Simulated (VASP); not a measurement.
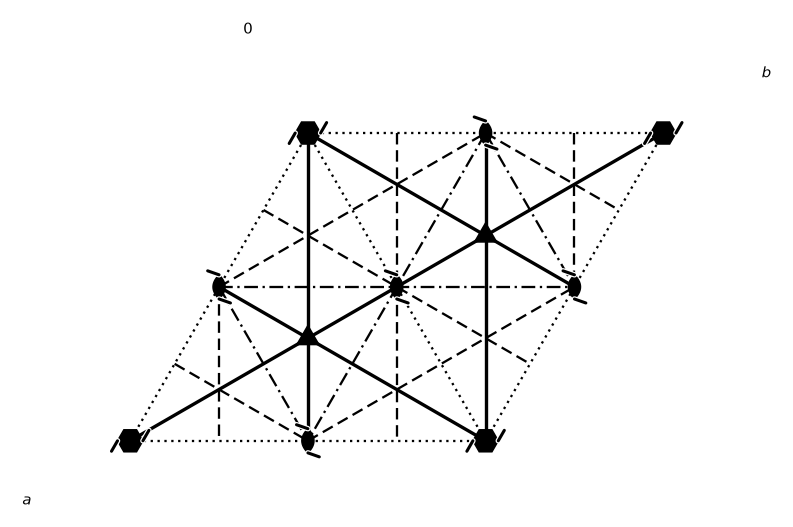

Symmetry elements of a space group, projected down c, computed from the operations of a computed or model structure of composition AlN.

Symbols follow the International Tables: origin at the upper left, the third axis towards the viewer; heavy, dashed, dotted, dash-dotted and dash-dot-dot lines are mirror, in-plane glide, out-of-plane glide, diagonal (n; with arrows d) and double (e) glide planes seen edge on; arrows at the rim are 2 (full head) and 2₁ (half head) axes in the plane; the corner sign is a plane parallel to the page; fractions are heights. Handed screw axes carry their printed symbol instead of tails.

> Which space group is it?

P6_3mc, No. 186; primitive hexagonal, point group 6mm, 12 general positions a cell.

> List the elements shown.

6₃ axes along c at (0, 0); 3 axes along c at (1/3, 2/3), (2/3, 1/3); 2₁ axes along c at (0, 1/2), (1/2, 0), (1/2, 1/2); mirror planes holding c and [1 2 0] or [2 1 0] or [−1 1 0]; in-plane glide planes holding c and [1 2 0] or [2 1 0] or [−1 1 0]; c glide planes normal to a*, at x = 0; n glide planes normal to a*, at x = 1/2; c glide planes normal to b*, at y = 0; n glide planes normal to b*, at y = 1/2; c glide planes holding c and [1 1 0]; diagonal glide planes holding c and [1 1 0]. Heights repeat every half period; positions are (a, b) fractions, modulo 1.

> Write the general positions (in any order).

x, y, z; x−y, x, z+1/2; −y, x−y, z; −x, −y, z+1/2; −x+y, −x, z; y, −x+y, z+1/2; y, x, z+1/2; x, x−y, z; x−y, −y, z+1/2; −y, −x, z; −x, −x+y, z+1/2; −x+y, y, z
